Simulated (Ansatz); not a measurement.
## A series of single points on TaS$_{2}$

System: TaS$_{2}$ (P-3m1, 3 atoms in the cell).
Method: Kohn-Sham DFT of a periodic cell, revPBE, Ansatz PAW, no spin polarisation (Ansatz 0.2.0).

The 5 runs differ only in the geometry, by an even scaling of the cell at fixed fractional positions. The structure derives from an entry of the Crystallography Open Database.

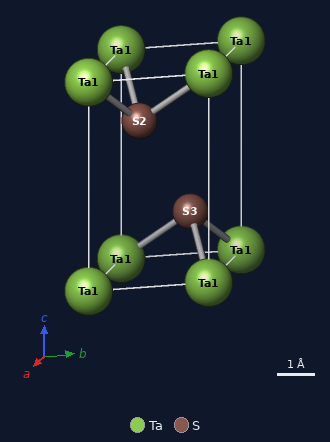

Figure 1. The structure of run 3 (ball-and-stick view of the cell of the calculation, seen slightly off an axis; atoms are numbered from 1 in the order of the input).

**Input of run 3**
```yaml
crystal:
  lattice:
    - [3.372186077, 0.0, 0.0]
    - [-1.6860930385, 2.920398809, 0.0]
    - [0.0, 0.0, 5.898809078]
  atoms:
    - { symbol: Ta, position: [0.0, 0.0, 0.0] }
    - { symbol: S, position: [0.6666666667, 0.3333333333, 0.75] }
    - { symbol: S, position: [0.3333333333, 0.6666666667, 0.25] }
hamiltonian:
  xc: revpbe
  pseudopotentials: { kind: paw }
kpoints:
  mp_grid: { grid: [9, 9, 5] }
scf:
  occupations: { method: fermi_dirac, width: 0.05 }
output:
  forces: true
  stress: true
  eigenvalues: true
```

Command:
```bash
ansatz run input.yaml --threads 2 --pin off --max-ram 5120MiB --backend cpu --events-out ev --progress --plain --runs-dir out
```

Lattice vectors (Å) and fractional positions of run 3:
```
   3.372186    0.000000    0.000000
  -1.686093    2.920399    0.000000
   0.000000    0.000000    5.898809
Ta  0.000000  0.000000  0.000000
S   0.666667  0.333333  0.750000
S   0.333333  0.666667  0.250000
```

Run 2 differs from it as follows:
```diff
-    - [3.372186077, 0.0, 0.0]
-    - [-1.6860930385, 2.920398809, 0.0]
-    - [0.0, 0.0, 5.898809078]
+    - [3.3275161011, 0.0, 0.0]
+    - [-1.6637580505, 2.8817134751, 0.0]
+    - [0.0, 0.0, 5.8206699559]
```

**Results, with one run withheld**

| run | volume per atom (Å³) | free energy per atom, from the lowest run given (meV) | pressure (GPa) |
| --- | --- | --- | --- |
| 1 | 17.845 | 165.45 | 22.44 |
| 2 | 18.605 | ? | ? |
| 3 | 19.364 | 25.22 | 8.08 |
| 4 | 19.744 | 9.45 | 5.28 |
| 5 | 20.123 | 0.00 | 2.74 |

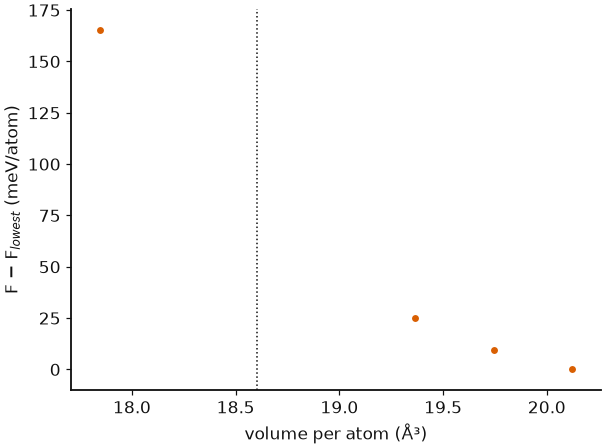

Figure 2. Free energy per atom of the runs given; the dotted line marks run 2.

What should run 2 give?

A quadratic polynomial in V^(−2/3) (the Birch–Murnaghan form), fitted to the 4 runs given, misses them by at most 0.02 meV per atom. With x = V^(−2/3) − 0.13929 Å⁻², it reads F = 32.08 + 11758 x + 9.6503e+05 x² (meV per atom). At run 2 it gives 78.39 meV per atom, and the run itself gives 78.38. The slope of the fit gives a pressure −dF/dV of 14.56 GPa there, and the run prints 14.56 GPa. The fit has no minimum inside this range.

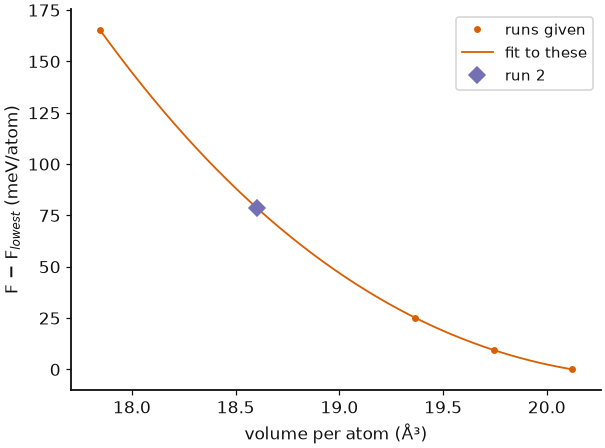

Figure 3. The fit and the withheld run.

**Output, shortened to warnings, some set-up lines, iterations and results (run 2)**
```
Basis set: ecut = 420 eV, 1111 PW (Γ), exchange–correlation on 48×48×80 points (8 copies of the dense FFT grid, shifted against one another)
Symmetry: 12 space group operations
k-points: 50 of 405
Initial density: superposition of atomic densities (neutral atoms: chi_scale 0, normalization atom), corrected by the library's trained network
[...]
SCF iter   1: F=—  HF=-11753.080984 eV  |F-HF|=—  |Δ(HF+E_count)|=         —  Δρ=2.70e-3  dr2=3.84e-3  ethr=1.77e-3  ⟨swp⟩=6.0  Hψ=4946  notcnv=0
SCF iter   2: F=—  HF=-11753.080892 eV  |F-HF|=—  |Δ(HF+E_count)|=   9.21e-5  Δρ=1.58e-3  dr2=2.86e-3  ethr=1.54e-5  ⟨swp⟩=2.1  Hψ=1832  notcnv=0
SCF iter   3: F=—  HF=-11753.080011 eV  |F-HF|=—  |Δ(HF+E_count)|=   8.81e-4  Δρ=3.13e-4  dr2=3.80e-5  ethr=1.14e-5  ⟨swp⟩=2.0  Hψ=1220  notcnv=0
SCF iter   4: F=—  HF=-11753.080126 eV  |F-HF|=—  |Δ(HF+E_count)|=   1.15e-4  Δρ=6.38e-5  dr2=3.93e-6  ethr=1.52e-7  ⟨swp⟩=2.0  Hψ=1255  notcnv=0
SCF iter   5: F=—  HF=-11753.080126 eV  |F-HF|=—  |Δ(HF+E_count)|=   1.41e-7  Δρ=1.90e-5  dr2=2.29e-7  ethr=1.57e-8  ⟨swp⟩=2.2  Hψ=1231  notcnv=0
SCF iter   6: F=-11753.080126 eV  HF=-11753.080126 eV  |F-HF|=7.01e-9  |Δ(HF+E_count)|=   4.86e-8  Δρ=3.93e-6  dr2=1.19e-8  ethr=4.00e-10  ⟨swp⟩=6.0  Hψ=3881  notcnv=0
SCF 1 converged in 6 iterations: F = -11753.080126 eV  dr2 = 1.19e-8
SCF converged after 6 iterations
Free energy (F): -11753.080126 eV
Harris-Foulkes:  -11753.080126 eV  (|F-HF|=7.01e-9)
Internal energy: -11753.065409 eV  (E = F + TS)
E sigma→0 (E₀):  -11753.072768 eV
Entropy (-TS):   -0.014717 eV (-4.906 meV/atom)
Fermi energy:    11.083767 eV
--- Per-component energies (eV) ---
  E_band       = -177.013843
  E_kinetic    = 585.782963
  E_local      = -1403.632731  (includes V_loc(G=0)·N_el)
  E_nonlocal   = 70.675892
  E_hartree    = 537.378417
  E_xc         = -415.711633
  E_vxc        = -382.104881  (∫ρ·V_xc dr)
  E_paw        = -9611.096858  (= ΣΔE_a)
  E_vpaw       = -122.494986  (= ΣTr[D̂ρ^β])
  E_aug_tail   = 0.000150  (compensation charges beyond the density's cutoff)
  E_ewald      = -1516.387309
  E_core_change = -0.074300  (= ΣΔE_core)
  E_smearing   = -0.014717  (= −TS)
  E_closure    = 0.000000  (closes the sum)
  Σ components = -11753.080126   (vs F -11753.080126, Δ=0.00e0)
--- Forces (eV/Å), atoms counted from 1 ---
  atom   1  Ta    -0.00000000     0.00000000     0.00000000
  atom   2  S     -0.00000000    -0.00000000    -1.65800012
  atom   3  S      0.00000000     0.00000000     1.65800012
  max |Σ_I F_I| component: 2.22e-16 eV/Å
--- Stress (GPa, compression-positive) ---
       12.884780      -0.000000       0.000000
       -0.000000      12.884780       0.000000
        0.000000       0.000000      17.915503
  P = ⅓ Tr σ = 14.5617 GPa (145.617 kbar)
```

Notes: Points of doubt noted for this run: forces on files of another functional. Spin–orbit coupling is left out, which matters for Ta. The cell holds an odd number of electrons but the run has no spin polarisation, so it comes out as a metal.
